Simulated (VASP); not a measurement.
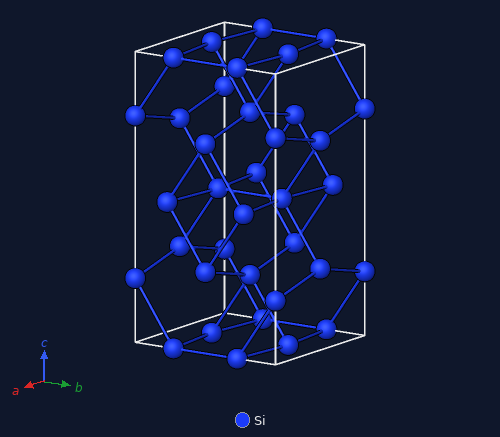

Si, space group Fmmm (No. 69), a = 4.845 Å, b = 5.320 Å, c = 9.286 Å, α = 90.00°, β = 90.00°, γ = 90.00°

```
site  Wyckoff       x       y       z
 Si1       8i  0.0000  0.0000  0.2202
 Si2       8h  0.5000  0.7726  0.0000
```

Source: a cell listed in the Materials Project, as set up for an electronic-structure calculation.

Q: Compute the Voronoi cell of each site (no radii): faces and volume.

A:
| site | faces above 1 % of the sphere | volume (Å³) | solid angle by neighbour (%) |
| --- | --- | --- | --- |
| Si1 | 12 | 15.27 | Si 100 |
| Si2 | 12 | 14.65 | Si 100 |

Weighted by multiplicity the volumes add up to the cell volume, 239.3 Å³.

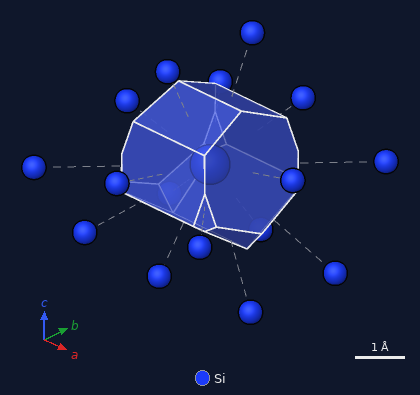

The computed Voronoi cell of Si1, with the neighbours that bound it.
